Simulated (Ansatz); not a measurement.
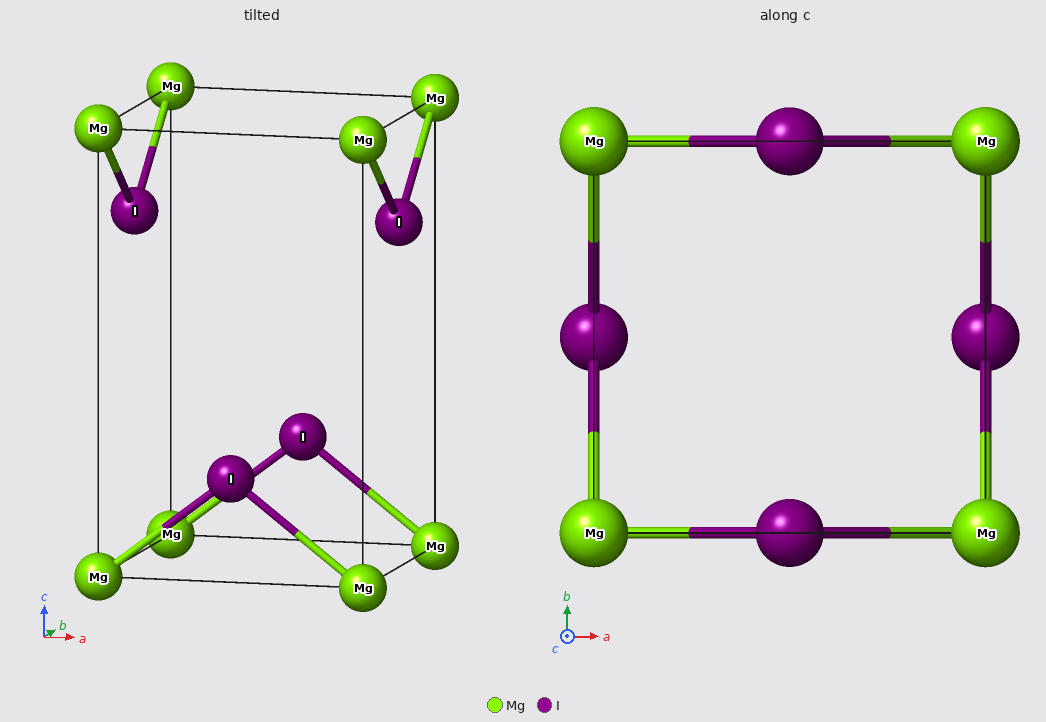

Ball-and-stick model, viewed slightly off an axis and along the c axis. The frame is the conventional unit cell; atoms at its boundary are shown with their periodic copies. Cell: a = 4.40 Å, b = 4.40 Å, c = 7.29 Å, α = 90.00°, β = 90.00°, γ = 90.00°.

Origin of the cell: a structure type filled with these elements by a generator (whether the compound takes this form wasn't checked). Earlier steps of the study may have refined or changed the cell and positions. Ansatz was used for an electronic-structure calculation on it.

Summary of the structure:

Its composition is MgI2. The symmetry is that of P-4m2 (No. 115), on a primitive tetragonal lattice. Cell content: 1 Mg, 2 I, that is 1 formula unit. About every Mg there are four I in a tetrahedral arrangement at about 2.8 Å. Each I atom has two Mg in a bent arrangement at about 2.8 Å around it. The bonds build MgI2 layers parallel to (001).

Method used: DFT r2SCAN, scalar-relativistic, plane waves, PAW in Ansatz 0.2.0. It ran with plane-wave cutoff 500 eV, a 6×6×4 grid in reciprocal space, Gaussian smearing of 0.02 eV, no spin polarisation.

Predict the gap.

An insulator at this level, with a gap of 3.93 eV, indirect.

What does a Bader analysis give?

Mg +1.65 e; I -0.83 e.

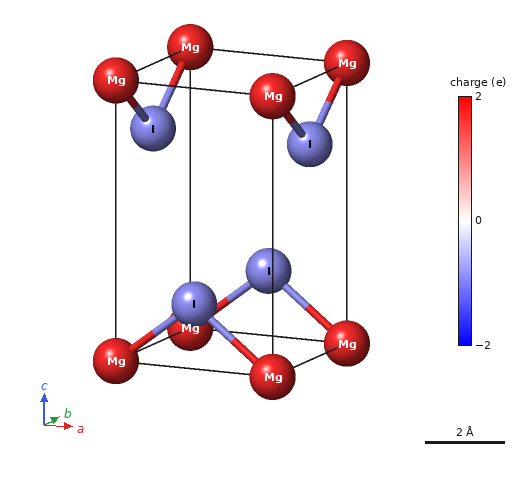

The atoms coloured by those charges. The run's cell of 3 atoms is drawn.

Has the structure come to rest?

No. The largest force is 0.07 eV/Å, on I. The pressure is -0.5 GPa, so the cell would contract.
